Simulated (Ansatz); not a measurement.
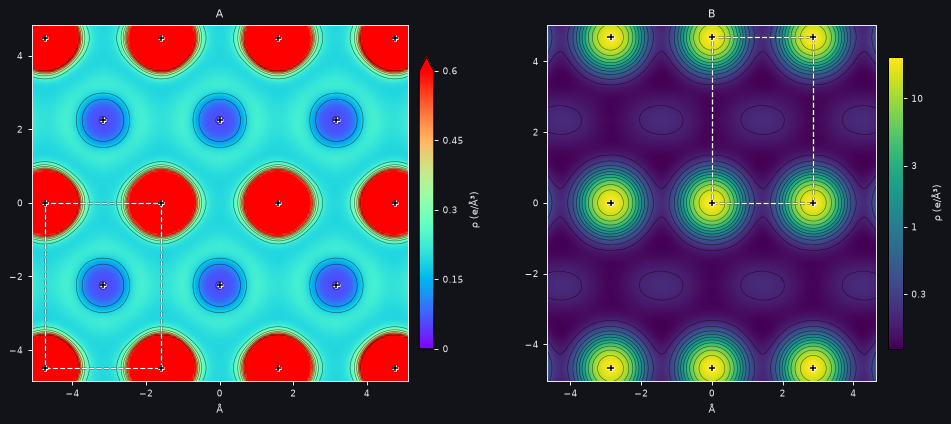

The valence pseudo-density of 2 systems, each on a plane through atoms (crosses mark nuclei in the plane).

The calculation used DFT r2SCAN, scalar-relativistic, plane waves, PAW in Ansatz.

System 1: Ag, the (001) plane of the calculation cell. Space group Im-3m; a structure from a database of computed crystals, not necessarily the ambient phase; computed pressure about −4 GPa in this cell; computed without spin polarisation.

```
Ag
1.0
    -1.65565    1.65565   -1.65565
    -3.31131   -3.31131    0.00000
    -1.65565    4.96696    8.27827
Ag
7
Direct
  0.71429 0.57143 0.14286
  0.00000 0.00000 0.00000
  0.14286 0.71429 0.42857
  0.42857 0.14286 0.28571
  0.57143 0.85714 0.71429
  0.85714 0.28571 0.57143
  0.28571 0.42857 0.85714
```

System 2: TiAl, the (110) plane of the conventional cell. Space group Pm-3m; a structure from a database of computed crystals, not necessarily the ambient phase; computed without spin polarisation.

```xyz
2
Lattice="3.1713 0.0000 0.0000 0.0000 3.1713 0.0000 0.0000 0.0000 3.1713" Properties=species:S:1:pos:R:3 pbc="T T T"
Ti    0.0000    0.0000    0.0000
Al    1.5857    1.5857    1.5857
```

Question: Which map belongs to which system?

Answer: Panel A is system 2, TiAl: the plane holds Ti and Al. Ti–Al (2.75 Å): the density is about 0.2 e/Å³ at the midpoint. Panel B is system 1, Ag: the plane holds Ag. Ag–Ag (2.87 Å): the density is about 0.21 e/Å³ at the midpoint.
